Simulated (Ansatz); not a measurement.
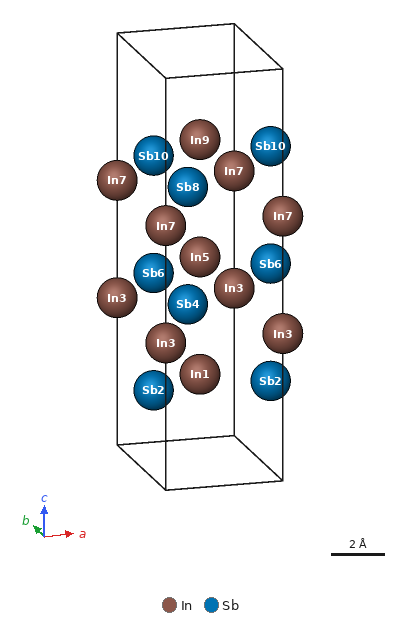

The structure (spheres-only view of the cell of the calculation, with the vacuum cut short, seen slightly off an axis; atoms are numbered from 1 in the order of the input). An atom can appear more than once, as a periodic image.

**What a change does: single-point calculation on InSb**

System: InSb (slab, 10 atoms in the cell).
Method of run 1: DFT r2SCAN, scalar-relativistic, plane waves, PAW, no spin polarisation (Ansatz 0.2.0).

The structure derives from an entry of the Crystallography Open Database. Text and figures count atoms from 1; the logs count them from 0 in places.

**Input file, run 1**
```yaml
crystal:
  lattice:
    - [4.6351943571, 0.0, 0.0]
    - [0.0, 6.555154724, 0.0]
    - [0.0, 0.0, 24.2703887141]
  atoms:
    - { symbol: In, position: [0.5, 0.5, 0.3090185365] }
    - { symbol: Sb, position: [0.0, 0.25, 0.3090185365] }
    - { symbol: In, position: [0.0, 0.0, 0.4045092682] }
    - { symbol: Sb, position: [0.5, 0.75, 0.4045092682] }
    - { symbol: In, position: [0.5, 0.5, 0.5] }
    - { symbol: Sb, position: [0.0, 0.25, 0.5] }
    - { symbol: In, position: [0.0, 0.0, 0.5954907318] }
    - { symbol: Sb, position: [0.5, 0.75, 0.5954907318] }
    - { symbol: In, position: [0.5, 0.5, 0.6909814635] }
    - { symbol: Sb, position: [0.0, 0.25, 0.6909814635] }
basis:
  ecutwfc: 500
kpoints:
  mp_grid: { grid: [8, 6, 1] }
hamiltonian:
  xc: r2scan
scf:
  occupations: { method: gaussian, width: 0.1 }
output:
  forces: true
  stress: true
  eigenvalues: true
efield:
  axis: 3
  dipole_correction: true
  ramp_width: 0.04
```

Launched with:
```bash
ansatz run input.yaml --threads 2 --pin off --max-ram 5120MiB --backend cpu --events-out ev --progress --plain --runs-dir out
```

Hardware: 2 threads of AMD EPYC (Zen 5), 32 GiB of memory available, shared host.

**Output, shortened to warnings, some set-up lines, iterations and results (run 1)**
```
Basis set: ecut = 500 eV, 18727 PW (Γ), exchange–correlation on 144×192×720 points (64 copies of the dense FFT grid, shifted against one another)
Symmetry: 2 space group operations
k-points: 20 of 48 (time reversal used)
Initial density: superposition of atomic densities (neutral atoms: chi_scale 0, normalization atom), corrected by the library's trained network
[...]
SCF iter   1: F=—  HF=-60554.182562 eV  |F-HF|=—  |Δ(HF+E_count)|=         —  Δρ=4.59e-3  dr2=2.01e-1  dr2_τ=2.60e-2  ethr=1.77e-3  p=0.000 e·Å  D=3.02e-14 V/Å  ΔV_dip=-0.00 …
SCF iter   2: F=—  HF=-60554.229933 eV  |F-HF|=—  |Δ(HF+E_count)|=   4.74e-2  Δρ=2.83e-3  dr2=1.30e-1  dr2_τ=1.77e-3  ethr=1.43e-4  p=0.000 e·Å  D=6.45e-6 V/Å  ΔV_dip=-0.00 …
SCF iter   3: F=—  HF=-60554.192679 eV  |F-HF|=—  |Δ(HF+E_count)|=   3.73e-2  Δρ=6.21e-4  dr2=7.64e-3  dr2_τ=1.31e-4  ethr=9.26e-5  p=0.000 e·Å  D=1.63e-7 V/Å  ΔV_dip=-0.00 …
SCF iter   4: F=—  HF=-60554.191907 eV  |F-HF|=—  |Δ(HF+E_count)|=   7.73e-4  Δρ=2.53e-4  dr2=8.71e-4  dr2_τ=2.00e-5  ethr=5.46e-6  p=-0.000 e·Å  D=-3.69e-7 V/Å  ΔV_dip=0.00 …
SCF iter   5: F=—  HF=-60554.191810 eV  |F-HF|=—  |Δ(HF+E_count)|=   9.65e-5  Δρ=6.56e-5  dr2=4.94e-5  dr2_τ=2.03e-6  ethr=6.22e-7  p=-0.000 e·Å  D=-4.16e-8 V/Å  ΔV_dip=0.00 …
SCF iter   6: F=—  HF=-60554.191925 eV  |F-HF|=—  |Δ(HF+E_count)|=   1.15e-4  Δρ=2.87e-5  dr2=2.05e-5  dr2_τ=3.01e-7  ethr=3.53e-8  p=-0.000 e·Å  D=-1.17e-8 V/Å  ΔV_dip=0.00 …
SCF iter   7: F=—  HF=-60554.191929 eV  |F-HF|=—  |Δ(HF+E_count)|=   4.65e-6  Δρ=1.12e-5  dr2=1.41e-6  dr2_τ=4.04e-8  ethr=1.47e-8  p=0.000 e·Å  D=3.99e-8 V/Å  ΔV_dip=-0.00 …
SCF iter   8: F=—  HF=-60554.191930 eV  |F-HF|=—  |Δ(HF+E_count)|=   7.06e-7  Δρ=4.10e-6  dr2=1.18e-7  dr2_τ=4.53e-9  ethr=1.00e-9  p=0.000 e·Å  D=2.95e-8 V/Å  ΔV_dip=-0.00 …
SCF iter   9: F=-60554.191930 eV  HF=-60554.191930 eV  |F-HF|=6.39e-9  |Δ(HF+E_count)|=   2.03e-7  Δρ=1.17e-6  dr2=1.24e-8  dr2_τ=6.09e-10  ethr=7.14e-11  p=0.000 e·Å  …
SCF 1 converged in 9 iterations: F = -60554.191930 eV  dr2 = 1.24e-8
SCF converged after 9 iterations
Free energy (F): -60554.191930 eV
Harris-Foulkes:  -60554.191930 eV  (|F-HF|=6.39e-9)
Internal energy: -60554.184457 eV  (E = F + TS)
E sigma→0 (E₀):  -60554.188194 eV
Entropy (-TS):   -0.007473 eV (-0.747 meV/atom)
Fermi energy:    0.846270 eV
Dipole field:    D = 0.000000 V/Å  (p = 0.000000 e·Å, saw-weighted, corrected)
Work function:   Φ+ = 4.5636 eV   Φ− = 4.5636 eV
Levels:          The Fermi level and band energies are counted from a zero that moves with the ramp; work functions are not
--- Per-component energies (eV) ---
  E_band       = -2267.524609
  E_kinetic    = 2239.127314
  E_local      = -82563.464230  (includes V_loc(G=0)·N_el)
  E_nonlocal   = 3654.498959
  E_hartree    = 39735.770655
  E_xc         = -1635.817849
  E_vxc        = -1040.771710  (∫ρ·V_xc dr)
  E_paw        = -43932.879780  (= ΣΔE_a)
  E_vpaw       = -4101.186101  (= ΣTr[D̂ρ^β])
  E_aug_tail   = 0.000035  (compensation charges beyond the density's cutoff)
  E_vtau       = 72.730318  (kinetic-family band-sum trace: ∫τ·v_τ [+ j·A + Jᵃ·Aᵃ] dr)
  E_efield     = 0.000000  (sawtooth field / dipole correction)
  E_vefield    = 0.000000  (∫n·V_field dr)
  E_ewald      = 21941.222525
  E_core_change = 7.357914  (= ΣΔE_core)
  E_smearing   = -0.007473  (= −TS)
  E_closure    = -0.000000  (closes the sum)
  Σ components = -60554.191930   (vs F -60554.191930, Δ=0.00e0)
--- Forces (eV/Å), atoms counted from 1 ---
  atom   1  In     0.00000000    -0.78272756     0.89793763
  atom   2  Sb     0.00000000     0.11800091    -1.06534384
  atom   3  In     0.00000000     0.33835966     0.18006100
  atom   4  Sb     0.00000000     0.49059008    -0.25621887
  atom   5  In     0.00000000    -0.37393480    -0.00000004
  atom   6  Sb     0.00000000     0.04547676    -0.00000002
  atom   7  In     0.00000000     0.33835969    -0.18006089
  atom   8  Sb     0.00000000     0.49059008     0.25621888
  atom   9  In     0.00000000    -0.78272758    -0.89793763
  atom  10  Sb     0.00000000     0.11800082     1.06534385
  max |Σ_I F_I| component: 1.19e-5 eV/Å
--- Stress (GPa, compression-positive) ---
       -0.383082       0.000000       0.000000
        0.000000      -0.417677       0.000000
        0.000000       0.000000       0.413893
  P = ⅓ Tr σ = -0.1290 GPa (-1.290 kbar)
```

For run 2 the input was changed thus:
```diff
-    - { symbol: In, position: [0.5, 0.5, 0.3090185365] }
-    - { symbol: Sb, position: [0.0, 0.25, 0.3090185365] }
+    - { symbol: In, position: [0.5, 0.5, 0.3090185365], spin: 1.0 }
+    - { symbol: Sb, position: [0.0, 0.25, 0.3090185365], spin: 1.0 }
-    - { symbol: In, position: [0.5, 0.5, 0.6909814635] }
-    - { symbol: Sb, position: [0.0, 0.25, 0.6909814635] }
+    - { symbol: In, position: [0.5, 0.5, 0.6909814635], spin: 1.0 }
+    - { symbol: Sb, position: [0.0, 0.25, 0.6909814635], spin: 1.0 }
+  populations: true
+magnetization:
+  spin_polarized: true
```

Predict how the results change.

The energy is the same within 0.01 meV per atom. With spin allowed, the absolute moment of the cell comes to 0.00 μB. The SCF takes 18 iterations against 9. On the same kind of shared host run 2 took about 4.7 times as long.

**Output, shortened to warnings, some set-up lines, iterations and results (run 2)**
```
WARN: the starting moments were not kept: the SCF closed with an absolute magnetisation of 6.8e-5 μB, where they sum to 4 μB in size (4 sites). That is at most 0.1 of that sum. Measured as dr2_m measures the in/out step, that magnetisation stands 9.1e-11 eV from none, at or under the dr2_threshold of 1.0e-7 eV: it is no larger than a step whose dr2_m would equal this threshold. The system may …
Basis set: ecut = 500 eV, 18727 PW (Γ), exchange–correlation on 144×192×720 points (64 copies of the dense FFT grid, shifted against one another)
Symmetry: 2 space group operations
k-points: 20 of 48 (time reversal used)
Initial density: superposition of atomic densities (neutral atoms: chi_scale 0, normalization atom)
[...]
SCF iter   1: F=—  HF=-60553.976420 eV  |F-HF|=—  |Δ(HF+E_count)|=         —  Δρ=2.24e-2 (↑2.09e-2 ↓2.24e-2)  dr2=4.13e0  dr2_τ=4.19e-2  dr2_m=2.68e0  M=0.005 μB ∫|m|=0.335 …
SCF iter   2: F=—  HF=-60553.785448 eV  |F-HF|=—  |Δ(HF+E_count)|=   1.91e-1  Δρ=1.58e-2 (↑1.46e-2 ↓1.58e-2)  dr2=1.31e0  dr2_τ=5.51e-3  dr2_m=1.33e0  M=0.041 μB ∫|m|=0.306 …
SCF iter   3: F=—  HF=-60553.946700 eV  |F-HF|=—  |Δ(HF+E_count)|=   1.61e-1  Δρ=1.06e-2 (↑1.01e-2 ↓1.06e-2)  dr2=2.44e-1  dr2_τ=2.34e-3  dr2_m=6.60e-1  M=0.097 μB ∫|m|=0.265 …
SCF iter   4: F=—  HF=-60554.071430 eV  |F-HF|=—  |Δ(HF+E_count)|=   1.25e-1  Δρ=7.50e-3 (↑7.01e-3 ↓7.50e-3)  dr2=8.71e-2  dr2_τ=8.34e-4  dr2_m=3.31e-1  M=0.072 μB ∫|m|=0.209 …
SCF iter   5: F=—  HF=-60554.138892 eV  |F-HF|=—  |Δ(HF+E_count)|=   6.75e-2  Δρ=5.06e-3 (↑4.91e-3 ↓5.06e-3)  dr2=6.49e-3  dr2_τ=3.19e-4  dr2_m=1.67e-1  M=0.053 μB ∫|m|=0.165 …
[... 9 lines ...]
SCF iter  15: F=—  HF=-60554.191930 eV  |F-HF|=—  |Δ(HF+E_count)|=   1.69e-7  Δρ=9.40e-7 (↑8.70e-7 ↓9.40e-7)  dr2=8.67e-9  dr2_τ=4.52e-11  dr2_m=4.16e-9  M=-0.000 μB …
SCF iter  16: F=—  HF=-60554.191930 eV  |F-HF|=—  |Δ(HF+E_count)|=   4.63e-8  Δρ=5.39e-7 (↑5.30e-7 ↓5.39e-7)  dr2=7.69e-10  dr2_τ=9.23e-12  dr2_m=1.81e-9  M=-0.000 μB …
SCF iter  17: F=—  HF=-60554.191930 eV  |F-HF|=—  |Δ(HF+E_count)|=   1.94e-8  Δρ=2.53e-7 (↑2.43e-7 ↓2.53e-7)  dr2=8.00e-11  dr2_τ=1.82e-12  dr2_m=4.04e-10  M=-0.000 μB …
SCF iter  18: F=-60554.191930 eV  HF=-60554.191930 eV  |F-HF|=4.37e-10  |Δ(HF+E_count)|=   5.02e-9  Δρ=1.08e-7 (↑1.08e-7 ↓1.07e-7)  dr2=1.16e-11  dr2_τ=4.20e-13  …
SCF 1 converged in 18 iterations: F = -60554.191930 eV  dr2 = 1.16e-11
WARN: the starting moments were not kept: the SCF closed with an absolute magnetisation of 6.8e-5 μB, where they sum to 4 μB in size (4 sites). That is at most 0.1 of that sum. Measured as dr2_m measures the in/out step, that magnetisation stands 9.1e-11 eV from none, at or under the dr2_threshold …
this state was not tested for a lower state beside it, because the mixer in use, unlike msr1, does not test its closes by its own steps (another_mixer; see scf.mixing.algorithm and scf.lower_state_search)
SCF converged after 18 iterations
Magnetization: -0.0000 μB (70.0000 up, 70.0000 down)
Absolute magnetization: 0.0001 μB (∫|ρ↑−ρ↓|, with the PAW one-centre terms)
Spin contamination: 0.0000 ħ² per cell (⟨S²⟩ above its minimum at these occupations)
Per-site moments (μB) at R_I (Å): [(3.1684046999794566e-6, 1.1708669185413743), (-6.081007833070877e-6, 1.1708669185413743), (7.161403717449202e-7, 1.1708669185413743), (-1.2254343300689986e-6, 1.1708669185413743), (6.178938463414456e-7, 1.1708669190793084), (-2.424767389665448e-6, …
Free energy (F): -60554.191930 eV
[...]
```

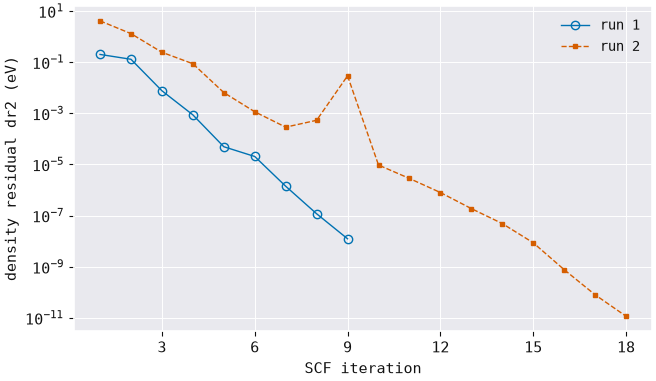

Convergence of the two runs: density residual dr2 against the SCF iteration. Run 1 takes 9 iterations in all, and run 2 takes 18.

**The two runs side by side**

```csv
quantity,run 1,run 2
outcome,converged,converged
free energy per atom (eV),−6055.4192,−6055.4192
"energy per atom, smearing taken to zero (eV)",−6055.4188,−6055.4188
gap on the mesh (eV),0.00,0.00
work function (eV),4.56,4.56
largest force (eV/Å),1.191,1.191
SCF iterations,9,18
irreducible k-points,20,20
plane waves at Γ,18727,18727
net moment of the cell (μB),–,0.00
absolute moment of the cell (μB),–,0.00
wall time (shared host),46 s,3.5 min
```

For run 2: The electronic state found may not be the lowest one. Warnings: some starting moments were not kept; the state was not tested for a lower one.
